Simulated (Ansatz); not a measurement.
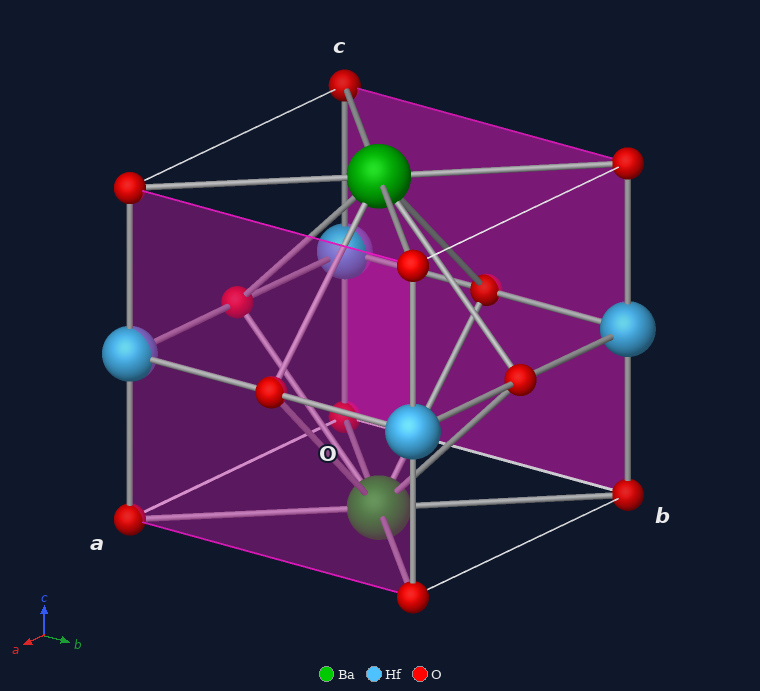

Every member of one family of equally spaced planes, hx + ky + lz = a whole number, that cuts the unit cell is shaded (one member passes through the origin O). Crystal: BaHfO3, the input geometry of an electronic-structure calculation (not necessarily at equilibrium). All values are computed from the atomic coordinates in the standard setting (tolerance 0.002 Å).

a = 4.170 Å, b = 4.170 Å, c = 4.170 Å, α = 90.00°, β = 90.00°, γ = 90.00°.

Which (hkl) family is drawn?

Answer. (1 0 0); the opposite sign names the same planes. The member next to the origin meets the axes a at 1, b never, c never.

What is the spacing?

Answer. d = 4.170 Å.

Which atoms of the cell lie in these planes (within 0.03 Å)?

Answer. The Hf atom, 2 of the 3 O.
